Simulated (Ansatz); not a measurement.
**AlN (F-43m): refractive index against wavelength**

The refractive index of AlN (F-43m) below the direct gap (4.19 eV on the mesh) is read from one computed spectrum, n = √(Re ε).

It takes space group F-43m (No. 216, cubic). The conventional cell has a = 4.368 Å, b = 4.368 Å, c = 4.368 Å, α = 90.00°, β = 90.00°, γ = 90.00°. Around Al on site a lie 4 N at 1.89 Å. N on site d is surrounded by 4 Al at 1.89 Å.

Method: Ansatz 0.2.0, PBE, independent particles, k-mesh 10×10×10 with interpolation inside its cells, Gaussian parameter 0.1 eV.

Launch of the response step: `ansatz run input.yaml --threads 4 --pin off --max-ram 8192MiB --backend cpu --events-out ev --progress --plain --runs-dir out`. The run took 1 s, on 4 threads of Intel(R) Xeon(R) 6975P-C (Granite Rapids), with other jobs on the host.

| wavelength (nm) | photon energy E (eV) | n |
| --- | --- | --- |
| 1310 | 0.946 | 2.1858 |
| 1064 | 1.165 | 2.1920 |
| 850 | 1.459 | 2.2025 |
| 700 | 1.771 | 2.2169 |
| 633 | 1.959 | 2.2272 |
| 532 | 2.331 | 2.2520 |
| 450 | 2.755 | ? |

In the single-oscillator model n² − 1 = E₀E_d/(E₀² − E²), so 1/(n² − 1) = E₀/E_d − E²/(E₀E_d) is linear in E².

Working, on the rows shown:

| x = E² (eV²) | y = 1/(n² − 1) |
| --- | --- |
| 0.895757 | 0.26471 |
| 1.35784 | 0.262821 |
| 2.12762 | 0.259672 |
| 3.13716 | 0.255451 |
| 3.83641 | 0.252498 |
| 5.43137 | 0.245609 |

Means: x̄ = 2.7977, ȳ = 0.25679. Σ(x − x̄)(y − ȳ) = -0.06004, Σ(x − x̄)² = 14.27. Slope = -0.06004 / 14.27 = -0.004207; intercept = ȳ − slope · x̄ = 0.26856. Turned back into n, the line misses the rows shown by at most 0.00038.

Q: What does the fit predict for the withheld row, and how well does it do?

A: At x = 7.5912 the line gives y = 0.23663, that is 2.2861. The run gave 2.2886, so the extrapolation is off by 0.0025, 2 % of the range in the table.

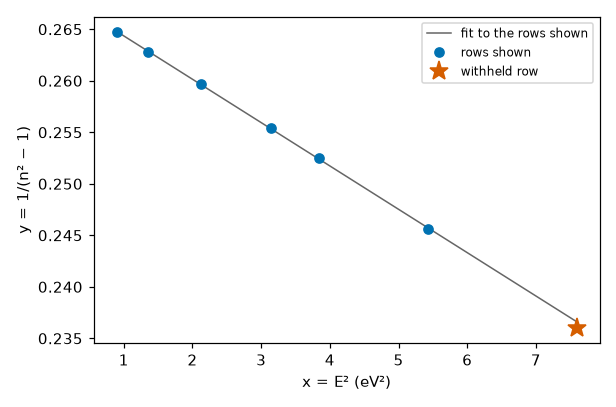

Refitted with all rows, the slope is -0.004286 and the intercept 0.26874. These give E₀ = √(intercept/−slope) = 7.92 eV and E_d = E₀/intercept = 29.5 eV; E₀ is 1.9 times the direct gap. The electronic limit at long wavelengths, without lattice vibrations, is n = √(1 + 1/intercept) = 2.173. Excitons are left out and so are local fields; PBE gaps are as a rule too small.
